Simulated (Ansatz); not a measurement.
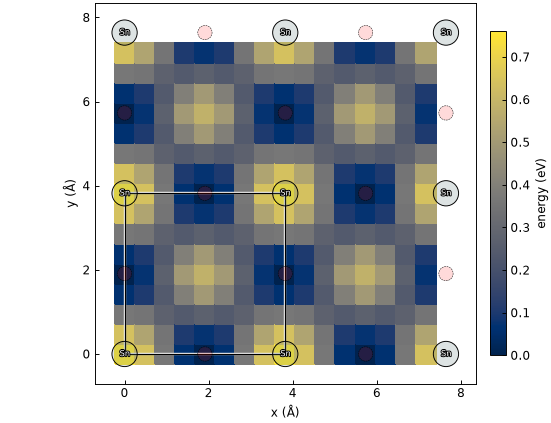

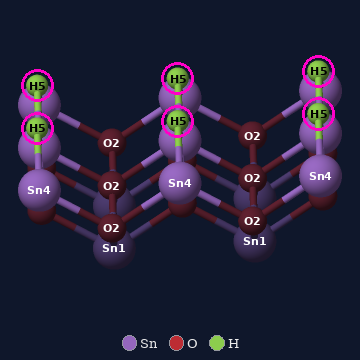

Energy landscape of H on a two-dimensional sheet of SnO (4 atoms of substrate and one adsorbate in a 1 × 1 cell). H is moved over the surface cell; relaxed at each place: the height of the adsorbate's atoms; substrate rigid; the origin of the map has the adsorbate above Sn4. Places are given modulo a cell vector. The map is drawn in real space over the plane of the surface. The scan uses an 8 × 8 grid; 15 points were computed and 49 follow by symmetry. Energies: eV, counted from the lowest grid point. Energies and slopes of some neighbouring points disagree (a jump in structure or state, or too coarse a mesh). The magnetic moment jumps between some neighbouring points. With one adsorbate in each 1 × 1 cell, its nearest image is 3.8 Å away, so neighbouring adsorbates interact. Computed with DFT PBE+D3(BJ), scalar-relativistic, plane waves, PAW (Ansatz 0.2.0). Settings: cutoff 420 eV, k-mesh 7×7×1, gaussian smearing 0.05 eV, spin-polarised.

In the figure: one coloured cell a grid point, labelled circles for the atoms of the top layer and small ones for the second layer, the outline of one cell of the 2 × 2 shown. The second picture is the structure at the lowest point; rings mark the moved atoms.

Q: Where are the lowest and the highest points?

A: The lowest grid point is at a bridge site between two Sn atoms, over a second-layer O atom, (0/8, 4/8) of the cell vectors. The same energy is found at a bridge site between two Sn atoms, over a second-layer O atom, (4/8, 0/8) of the cell vectors. The highest grid point, the top site over a surface Sn atom, (0/8, 0/8) of the cell vectors, lies 0.760 eV above the lowest. At the lowest point the adsorbate has 2 Sn at 2.23 Å as nearest neighbours, at the highest 1 Sn at 2.01 Å. Its relaxed height above the top atom is 1.16 Å at the lowest and 2.01 Å at the highest point.

Grid values (eV):

| second ↓, first → | 0/8 | 1/8 | 2/8 | 3/8 | 4/8 | 5/8 | 6/8 | 7/8 |
| --- | --- | --- | --- | --- | --- | --- | --- | --- |
| 7/8 | 0.640 | 0.538 | 0.352 | 0.103 | 0.071 | 0.103 | 0.352 | 0.538 |
| 6/8 | 0.363 | 0.352 | 0.271 | 0.240 | 0.268 | 0.240 | 0.271 | 0.352 |
| 5/8 | 0.065 | 0.103 | 0.240 | 0.398 | 0.497 | 0.398 | 0.240 | 0.103 |
| 4/8 | 0.000 | 0.071 | 0.268 | 0.497 | 0.585 | 0.497 | 0.268 | 0.071 |
| 3/8 | 0.065 | 0.103 | 0.240 | 0.398 | 0.497 | 0.398 | 0.240 | 0.103 |
| 2/8 | 0.363 | 0.352 | 0.271 | 0.240 | 0.268 | 0.240 | 0.271 | 0.352 |
| 1/8 | 0.640 | 0.538 | 0.352 | 0.103 | 0.071 | 0.103 | 0.352 | 0.538 |
| 0/8 | 0.760 | 0.640 | 0.363 | 0.065 | 0.000 | 0.065 | 0.363 | 0.640 |

The whole map (15 points run) took 28 min on 1 thread of AMD EPYC 9R45 96-Core Processor (Zen 5), with other jobs on the host.

PAW datasets: the set soft_1.
